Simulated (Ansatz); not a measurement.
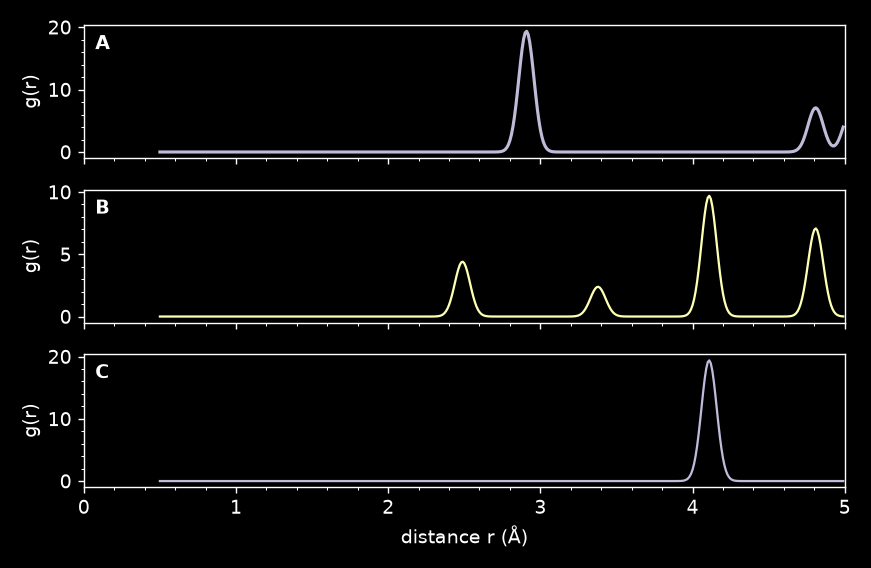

Element-resolved g(r), computed from the atomic positions of SnSe₂, each distance broadened by a Gaussian of σ = 0.05 Å. It is based on the end point of a relaxation with DFT PBE+D3(BJ), scalar-relativistic, plane waves, PAW in Ansatz 0.2.0; the starting structure was generated, so it need not be a known form of this composition.

```xyz
3
Lattice="4.1129 0.0000 0.0000 -2.0565 3.5619 0.0000 0.0000 0.0000 5.8693" Properties=species:S:1:pos:R:3 pbc="T T T"
Sn    0.0000    0.0000    2.9347
Se    0.0000    2.3746    1.2450
Se    0.0000    2.3746    4.6243
```

The panels are unlabelled. Name the pair for each.

Answer. panel A is Sn–Se (first distance 2.91 Å); panel B is Se–Se (first distance 2.49 Å); panel C is Sn–Sn (first distance 4.11 Å).

Give the first two coordination shells of each pair (distances closer than 0.12 Å counted as one shell; neighbours averaged over all atoms of the first element).

Answer.
```
 pair  first shell (Å)  neighbours in it  second shell (Å)  neighbours in the second
Sn–Se             2.91       6 Se per Sn              4.81                         6
Se–Se             2.49       1 Se per Se              3.38                         1
Sn–Sn             4.11       6 Sn per Sn  beyond the range                         –
```
